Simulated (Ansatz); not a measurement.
AlAs: geometry relaxation (part 3 of 3)

Continued. System: AlAs (slab, 16 atoms in the cell). Method: DFT PBE+D3(BJ), scalar-relativistic, plane waves, PAW, no spin polarisation (Ansatz 0.2.0); cutoff 420 eV, 2×2×1 k-mesh, Gaussian smearing of 0.05 eV. The structure derives from an entry of the Crystallography Open Database. The input holds or restrains some coordinates. Forces given for the steps count only the free coordinates. It belongs to a series of runs on one base structure; here: clean slab, lower planes held.

Geometry of the input (Å; fractional positions):
```
8.0104  0.0000  0.0000
-4.0052  6.9372  0.0000
0.0000  0.0000  20.0878
As 0.5000  0.0000  0.3983
As 0.5000  0.5000  0.3983
As 0.0000  0.0000  0.3983
As -0.0000  0.5000  0.3983
Al 0.1667  0.8333  0.4390
Al 0.1667  0.3333  0.4390
Al 0.6667  0.8333  0.4390
Al 0.6667  0.3333  0.4390
As 0.6667  0.8333  0.5610
As 0.6667  0.3333  0.5610
As 0.1667  0.8333  0.5610
As 0.1667  0.3333  0.5610
Al 0.3333  0.6667  0.6017
Al 0.3333  0.1667  0.6017
Al 0.8333  0.6667  0.6017
Al 0.8333  0.1667  0.6017
```

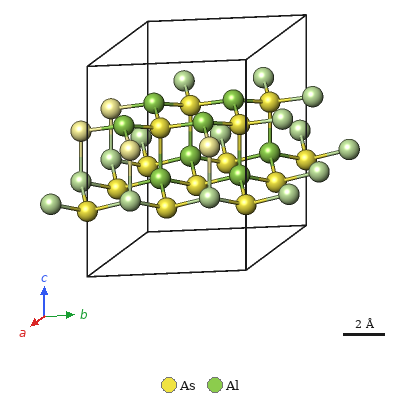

The geometry at step 4 of the log (ball-and-stick view of the cell of the calculation, with the vacuum cut short, seen slightly off an axis; neighbours outside the cell are drawn fainter).

**Trajectory as extended XYZ, continued**
```
16
Lattice="8.0104 0.0000 0.0000 -4.0052 6.9372 0.0000 0.0000 0.0000 20.0878" Properties=species:S:1:pos:R:3:forces:R:3 step=3 energy=-43152.47958
As    4.0052    0.0000    8.0000    0.0000   0.0000   0.7053
As    2.0026    3.4686    8.0000    0.0000   0.0000   0.7053
As    0.0000    0.0000    8.0000    0.0000   0.0000   0.7053
As   -2.0026    3.4686    8.0000    0.0000   0.0000   0.7053
Al   -2.0026    5.7810    8.8176    0.0000   0.0000  -0.7345
Al    0.0000    2.3124    8.8176    0.0000   0.0000  -0.7345
Al    2.0026    5.7810    8.8176    0.0000   0.0000  -0.7345
Al    4.0052    2.3124    8.8176    0.0000   0.0000  -0.7345
As    2.0026    5.7810   11.4599    0.0000   0.0000   0.0989
As    4.0052    2.3124   11.4599    0.0000   0.0000   0.0989
As   -2.0026    5.7810   11.4599    0.0000   0.0000   0.0989
As    0.0000    2.3124   11.4599    0.0000   0.0000   0.0989
Al    0.0000    4.6248   12.0593    0.0000   0.0000  -0.0703
Al    2.0026    1.1562   12.0593    0.0000   0.0000  -0.0703
Al    4.0052    4.6248   12.0593    0.0000   0.0000  -0.0703
Al    6.0078    1.1562   12.0593    0.0000   0.0000  -0.0703
16
Lattice="8.0104 0.0000 0.0000 -4.0052 6.9372 0.0000 0.0000 0.0000 20.0878" Properties=species:S:1:pos:R:3:forces:R:3 step=4 energy=-43152.48574
As    4.0052    0.0000    8.0000    0.0000   0.0000   0.7112
As    2.0026    3.4686    8.0000    0.0000   0.0000   0.7112
As    0.0000    0.0000    8.0000    0.0000   0.0000   0.7112
As   -2.0026    3.4686    8.0000    0.0000   0.0000   0.7112
Al   -2.0026    5.7810    8.8176    0.0000   0.0000  -0.7145
Al    0.0000    2.3124    8.8176    0.0000   0.0000  -0.7145
Al    2.0026    5.7810    8.8176    0.0000   0.0000  -0.7145
Al    4.0052    2.3124    8.8176    0.0000   0.0000  -0.7145
As    2.0026    5.7810   11.4739    0.0000   0.0000   0.0067
As    4.0052    2.3124   11.4739    0.0000   0.0000   0.0067
As   -2.0026    5.7810   11.4739    0.0000   0.0000   0.0067
As    0.0000    2.3124   11.4739    0.0000   0.0000   0.0067
Al    0.0000    4.6248   12.0365    0.0000   0.0000  -0.0034
Al    2.0026    1.1562   12.0365    0.0000   0.0000  -0.0034
Al    4.0052    4.6248   12.0365    0.0000   0.0000  -0.0034
Al    6.0078    1.1562   12.0365    0.0000   0.0000  -0.0034
```

**Key numbers**

| quantity | value |
| --- | --- |
| outcome | converged under the restraints of the input |
| electrons treated | 144 |
| free energy | −43152.4857 eV |
| work function, top face | 2.83 eV |
| work function, bottom face | 5.43 eV |
| Fermi energy | −0.416 eV |
| gap on the k-point mesh | 0.26 eV |
| final volume | 1116.27 Å³ |
| work function (upper face) | 2.83 eV |
| largest force (length of the vector) at the end, held atoms and coordinates included | 0.714 eV/Å |
| hardware | 4 threads of Intel Xeon @ 2.50GHz (Skylake/Cascade Lake), 16 GiB of memory available, shared host |
| wall time | 23 s (CPU time 84 s) |
| peak memory | 1.5 GiB |
